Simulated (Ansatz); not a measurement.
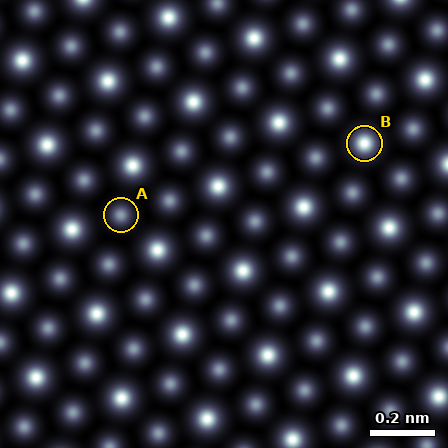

Map of the projected electrostatic potential of Pt (P6_3/mmc, No. 194) along [001]. Computed as the sum of neutral-atom potentials (tabulated electron scattering factors, B = 0.3 Å²) projected along the beam and smoothed by 0.25 Å; brighter is more positive. The display is stretched by a gamma of 0.7; percentages refer to the linear signal. Model: the geometry relaxed with DFT PBEsol, scalar-relativistic, plane waves, PAW in Ansatz 0.2.0; the starting structure was generated, so it need not be a known form of this composition.

```
Pt
1.0
     2.74969    0.00000    0.00000
    -1.37484    2.38130    0.00000
     0.00000    0.00000    9.20940
Pt
4
Cartesian
  0.0000 0.0000 0.0000
  0.0000 0.0000 4.6047
  0.0000 1.5875 6.9071
  1.3748 0.7938 2.3024
```

Name the elements in each circled column.

A: Pt (1 Pt per 9.21 Å along the beam; about 50 % of the brightest peak). B: Pt (2 Pt per 9.21 Å along the beam; the brightest kind). Brightness is counted from the darkest point of the image.
